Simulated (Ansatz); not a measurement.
A structure file:

```
Mg Ge
1.0
     6.23825    0.00000    0.00000
     0.00000    6.23825    0.00000
     0.00000    0.00000    6.23825
Mg Ge
8 4
Direct
  0.25000 0.25000 0.75000
  0.25000 0.75000 0.75000
  0.25000 0.75000 0.25000
  0.25000 0.25000 0.25000
  0.75000 0.25000 0.25000
  0.75000 0.75000 0.25000
  0.75000 0.75000 0.75000
  0.75000 0.25000 0.75000
  0.00000 0.00000 0.00000
  0.00000 0.50000 0.50000
  0.50000 0.00000 0.50000
  0.50000 0.50000 0.00000
```

Describe what this structure looks like.

Chemical formula Mg2Ge. Space group Fm-3m (No. 225), lattice face-centred cubic. Among the common structure types it is antifluorite. Cell content: 8 Mg, 4 Ge, that is 4 formula units. The neighbours of Mg are four Ge in a tetrahedral arrangement at 2.70 Å. Each Ge has eight Mg in a cubic arrangement at 2.70 Å. The bonds build a three-dimensional framework.

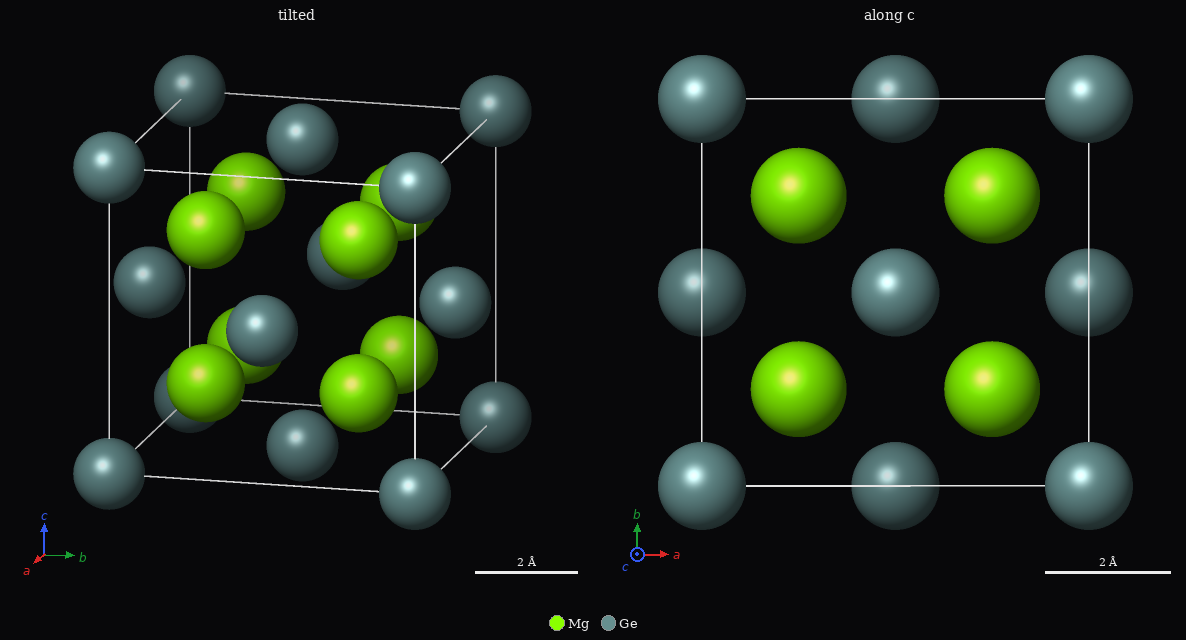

Crystal structure, spheres-only style, seen slightly off an axis and along the c axis. The lines enclose the conventional unit cell; boundary atoms appear with their images.

Its origin is a structure listed in the Materials Project. The cell was then strained or its atoms displaced on purpose. Ansatz was used for an electronic-structure calculation on it.
